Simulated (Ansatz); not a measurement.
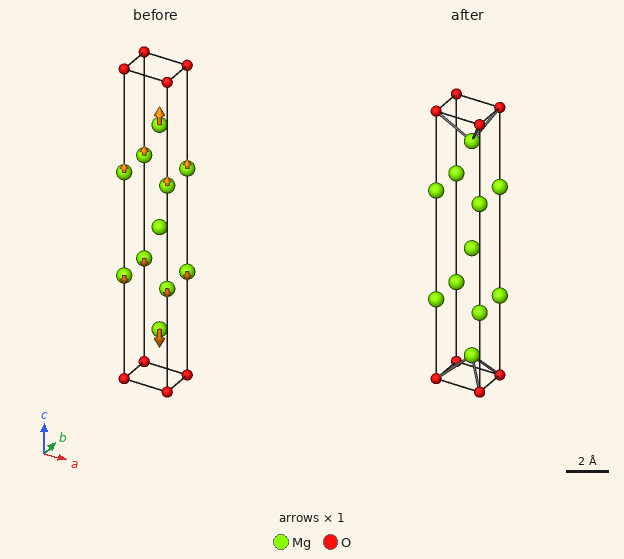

The structure of a crystal of Mg₅O (a generated structure, set up in P-6m2) (coarse preliminary run) before (left) and after (right) a relaxation, at one scale. The orange arrows give the displacements (the part carried along by the change of the cell is left out), at their true length.

Style: ball-and-stick. Shown: the cell of the calculation, from a free direction.

These are results of DFT PBE, scalar-relativistic, plane waves, PAW in Ansatz 0.2.0, not measurements. Set-up: plane-wave cutoff 420 eV; k-point mesh 6 × 6 × 1; occupations gaussian; smearing width 0.1 eV; collinear spin; cell and atoms relaxed; force threshold 0.04 eV/Å; at most 70 steps.

### What changed between the two?

After 9 accepted moves (10 points after the start) the energy has fallen by 941 meV per atom. The largest force component goes from 1.6 to 0.0055 eV/Å. The pressure goes from 0.06 to −0.08 GPa. The SCF was repeated once at an unchanged geometry on a basis and grid sized afresh for the cell, which shifted the energy by 0.5 meV per atom at most. The largest moves relative to the cell, 0.93 Å, are those of Mg atoms. O stays in place. The drawn cell changes as follows: a = b 3.070 → 3.098 Å (+0.9 %), c 15.363 → 13.269 Å (−13.6 %); the volume changes by −12.1 %. Among the contacts that change: Mg–Mg 5.216 → 2.644 Å, Mg–O 3.153 → 2.224 Å. New bonds form: Mg–O (3.15 → 2.22 Å). The space group stays P-6m2 (No. 187). The program noted that the starting moments weren't kept.
